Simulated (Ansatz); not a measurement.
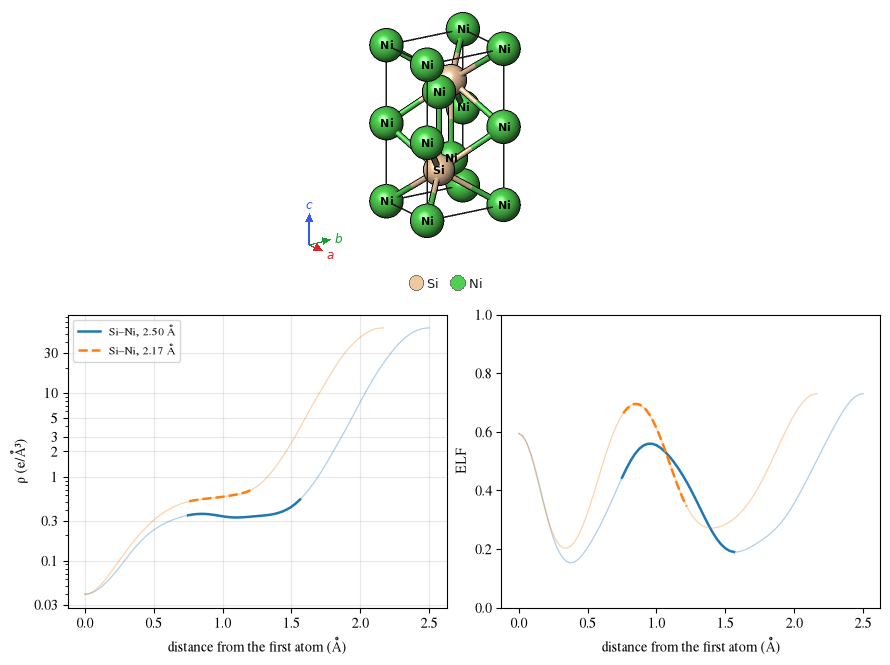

Figure. SiNi2. Valence charge density (pseudo) and electron localisation function along straight lines between neighbouring atoms. Thin, pale parts lie inside the atomic spheres. The structure is drawn too.

Space group P6₃/mmc; changed on purpose from its base cell (strain -0.030 along x and y, +0.015 along z, atoms carried along); computed pressure about 14 GPa in this cell; computed without spin polarisation.

Theory: DFT r2SCAN, scalar-relativistic, plane waves, PAW in Ansatz 0.2.0.

The density is the valence pseudo-density of a PAW calculation; it isn't the true density close to the nuclei.

```xyz
6
Lattice="3.7535 0.0000 0.0000 -1.8767 3.2506 0.0000 0.0000 0.0000 5.0007" Properties=species:S:1:pos:R:3 pbc="T T T"
Si    0.0000    2.1671    3.7505
Si    1.8767    1.0835    1.2502
Ni    0.0000    0.0000    0.0000
Ni    0.0000    0.0000    2.5004
Ni    0.0000    2.1671    1.2502
Ni    1.8767    1.0835    3.7505
```

Question: What can be read from the curves?

Answer: Si–Ni (2.50 Å): the density is about 0.34 e/Å³ at the midpoint; the ELF peaks at about 0.55 in the valence shell of Si, 1.0 Å from its nucleus, and is about 0.40 at the midpoint.
Si–Ni (2.17 Å): ρ at the midpoint is about 0.61 e/Å³; the ELF peaks at about 0.70 between the atoms.
